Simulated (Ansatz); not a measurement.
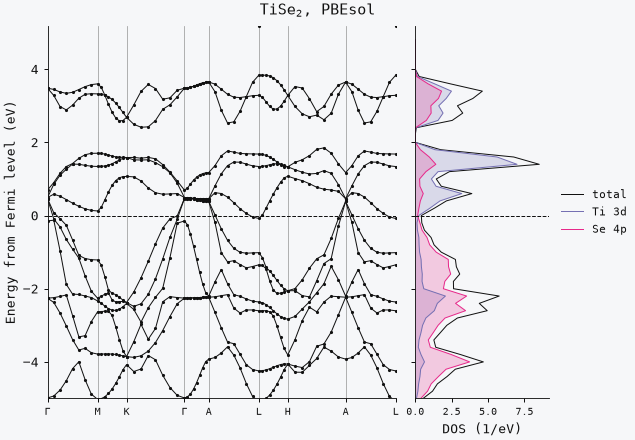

Band structure and density of states. Energies are counted from the Fermi level. The path runs straight from each named point to the next. The partial curves are projected on atomic shells.

Calculation on TiSe$_{2}$, space group P-3m1, 3 atoms in the cell.

Computed with Ansatz: DFT, PBEsol, all-electron LAPW, scalar-relativistic, no spin polarisation, 11×11×5 k mesh, Fermi-Dirac smearing of 0.05 eV.

Question: Metal, semiconductor or insulator?

Answer: A metal: bands cross the Fermi level along this path.

Question: Where is the centre of the Ti 3d band?

Answer: Over the range shown, the centre of the Ti 3d weight lies 0.6 eV above the Fermi level, and about 25 % of the shell is filled.
